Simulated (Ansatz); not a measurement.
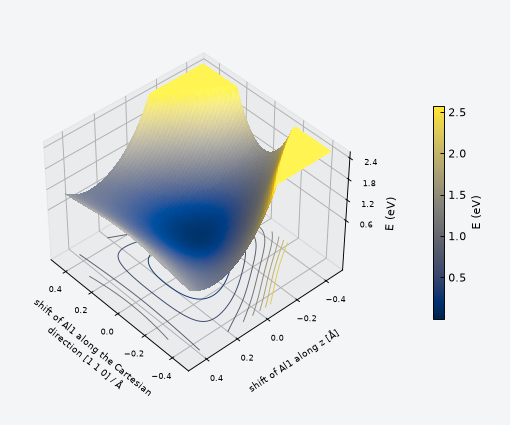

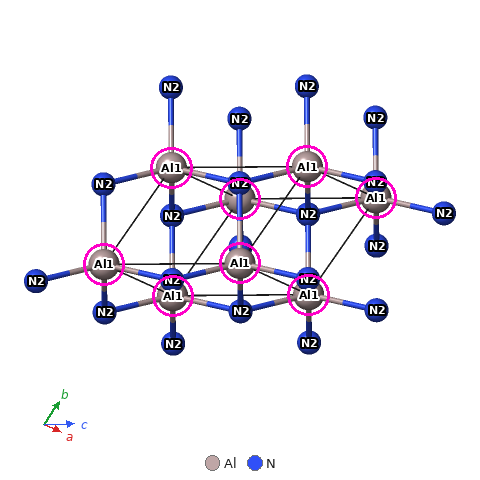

Energy landscape of AlN (F-43m, No. 216; 2 atoms in the cell). Atom Al1 is moved over a plane while all other atoms and the cell stay fixed (its periodic images move with it) (x, y and z along the cube axes). The first coordinate is: shift of Al1 along the Cartesian direction [1 1 0]; the second: shift of Al1 along z. Grid: 5 × 5 points; 13 points were computed and 12 follow by symmetry. Points are written as (first, second). Energies are in eV per cell, from the lowest grid point. The reference cell is the one listed in the database, not relaxed at this level. These are results of DFT PBE, scalar-relativistic, plane waves, PAW in Ansatz, not measurements. Settings: cutoff 520 eV, k-mesh 10×10×10, gaussian smearing 0.05 eV, no spin polarisation.

The picture shows a relief with its contours projected below, any walls above the top of the colour scale cut off. Between grid points the surface is interpolated. The second picture is the structure at the lowest point

Where are the wells?

The lowest grid point is at (0.000 Å, 0.000 Å). No other kind of well shows on this grid. The highest grid point, (−0.450 Å, −0.450 Å), lies 8.83 eV above the lowest. Near the minimum the well is nearly round, with a curvature of about 15 eV/Å².
